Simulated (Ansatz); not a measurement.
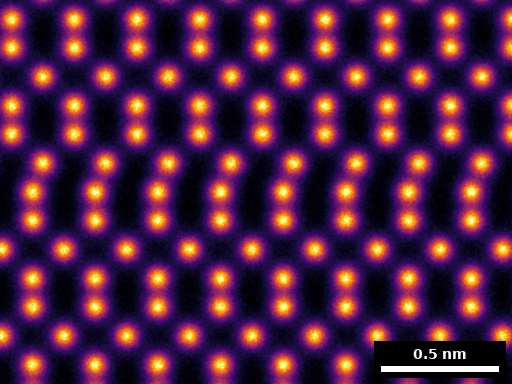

Integrated-DPC-like image of Os (P6/mmm, No. 191) along [100]. Simulated as the projected potential of neutral atoms (B = 0.5 Å²) blurred by a 0.57 Å probe, the thin-sample limit of integrated differential phase contrast. Shot noise was added.

One planar defect was built into the perfect crystal by geometry alone, without relaxation. Host structure: coordinates from a relaxation with Ansatz 0.2.0, DFT, PBEsol, plane waves (420 eV) with PAW, scalar-relativistic; the starting structure was generated, so it need not be a known form of this composition.

### Find the planar defect and say what kind it is.

A planar fault (a stacking fault) runs horizontally about 8 Å below the top edge. The part above it is shifted along the boundary by 2/3 of the 2.69 Å repeat of the rows (1.8 Å to the right, the same as 0.9 Å to the left); both parts keep the same orientation.
